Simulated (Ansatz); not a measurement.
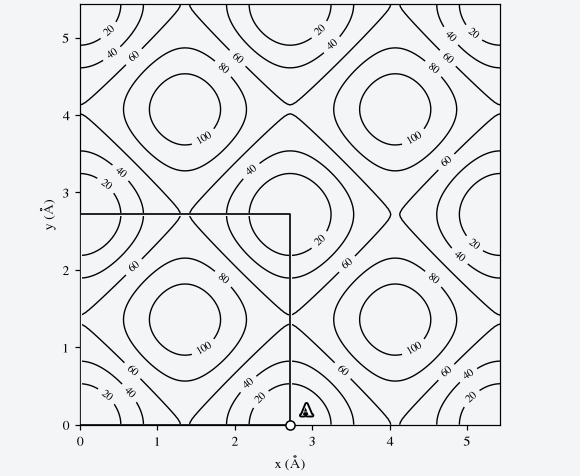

O on an Ir(100) slab cut from the Fm-3m phase, its upper half relaxed before the scan (12 atoms of substrate and one adsorbate in a 2 × 2 cell). 
- O is moved over the surface cell at a fixed height above a rigid substrate; the origin of the map has the adsorbate above Ir9; the height is held at 3.30 Å.
- Places are given modulo a cell vector. The map is drawn in real space over the plane of the surface.
- Grid: 6 × 6 points; 10 points were computed and 26 follow by symmetry.
- Places are given in fractions of the 1 × 1 surface cell.
- Energies are in meV, from the lowest grid point.
- The runs have no spin polarisation, so an open-shell adsorbate far from the surface lies too high. At a fixed height the lowest place need not be the adsorption site.
- Method: DFT PBE+D3(BJ), scalar-relativistic, plane waves, PAW in Ansatz. Settings: cutoff 420 eV, k-mesh 5×5×1, gaussian smearing 0.1 eV, no spin polarisation.

Drawn: contour lines labelled in meV, the outline of one cell of the 2 × 2 shown, the point A. Between grid points the surface is interpolated.

Q: Find the lowest pass out of the well at A.

A: The easiest path leads from the well at the top site over a surface Ir atom, (0/6, 0/6) of the cell vectors to its copy one period on. Its highest point lies about 60 meV above the bottom of the first well on the interpolated surface, at a bridge site between two Ir atoms, (0/6, 3/6) of the cell vectors. This is the barrier on the constrained surface; relaxing the other coordinates would change it.

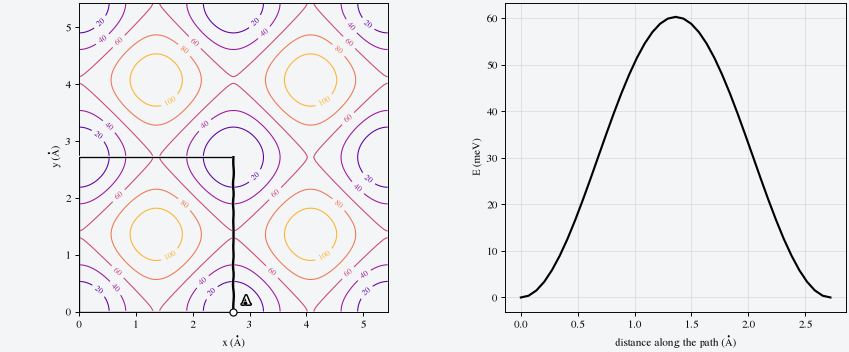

The picture shows contour lines labelled in meV, a line along the lowest path, the outline of one cell of the 2 × 2 shown, the energy along the path at the right. Between grid points the surface is interpolated.

PAW datasets: the set soft_1.
